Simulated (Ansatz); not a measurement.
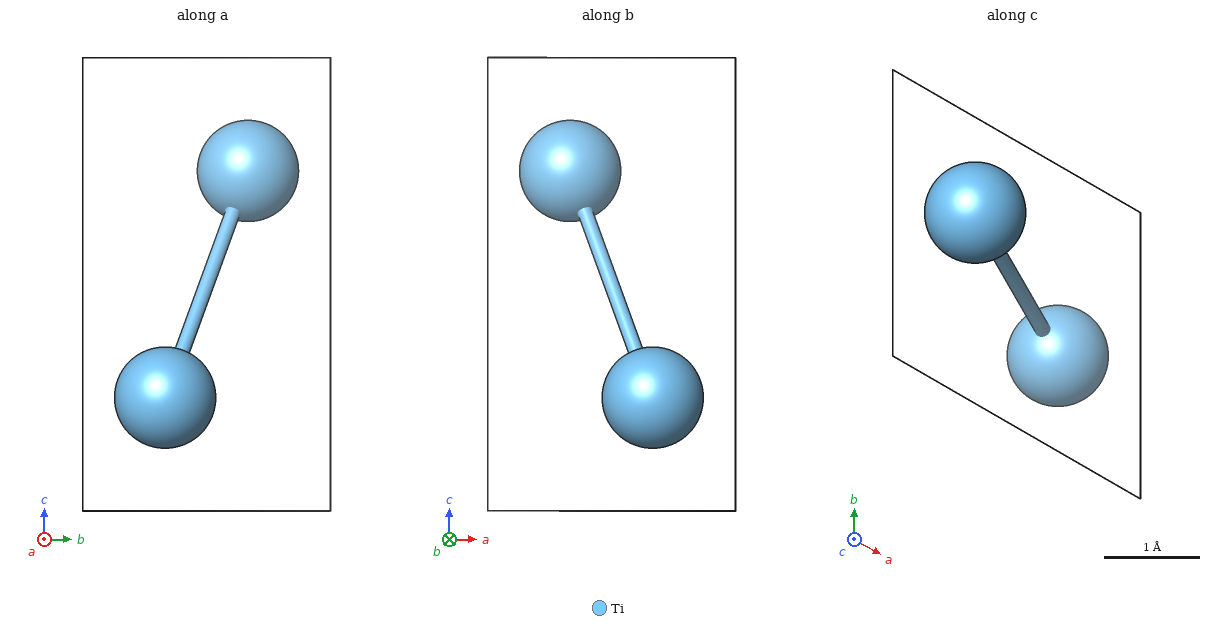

This ball-and-stick model is shown along the a axis, along the b axis and along the c axis. The unit cell is drawn as a box.

Lattice parameters: a = 3.015 Å, b = 3.016 Å, c = 4.776 Å, α = 89.99°, β = 90.03°, γ = 119.99°. Put a along x and b in the xy plane.

Question: Give the structure in the form of a POSCAR file.

Answer:
```
Ti
1.0
     3.015    0.000    0.000
    -1.508    2.612    0.000
    -0.002    0.000    4.776
Ti
2
Direct
  0.3331 0.6669 0.7500
  0.6661 0.3331 0.2500
```

The structure was taken from a structure type filled with this element by a generator (whether the element takes this form wasn't checked). Earlier steps of the study may have refined or changed the cell and positions. A calculation with Ansatz used it as input.

At this level of theory the cell isn't at rest (stretched, at -7 GPa), so its distances can differ from those at equilibrium, the more so the softer the solid.
